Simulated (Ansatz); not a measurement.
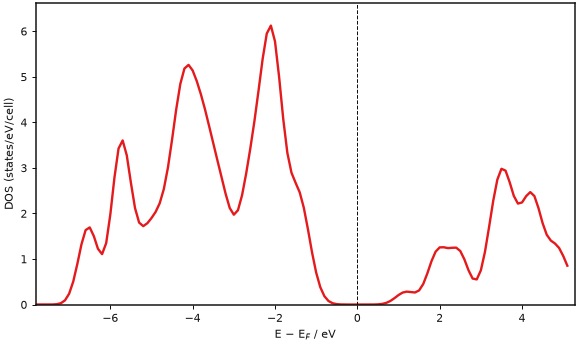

Density of states. Energies are counted from the Fermi level. The DOS curve is built from the levels of the k mesh with Gaussians 0.55 eV wide, which also blur the band edges; ripples of that width can come from the mesh.

Calculation on cubic perovskite-type KTaO$_{3}$, space group Pm-3m, 5 atoms in the cell, relaxed with r2SCAN; cubic a = 3.990 Å.

Computed with Ansatz: PBE, Ansatz PAW set, no spin polarisation, no spin-orbit coupling, 6×6×6 k mesh, 420 eV cutoff, Fermi-Dirac smearing of 0.02 eV.

Is there a gap at the Fermi level, and how wide?

There is a gap; over the k points computed it is 2.22 eV (indirect; the smallest direct gap on the k mesh is 2.83 eV).

Spin-orbit coupling is left out, which matters for Ta. LDA, GGA and most meta-GGA functionals understate gaps. The cell is at 5 GPa in this functional. The cell was built by a generator and needn't be a form met in nature.
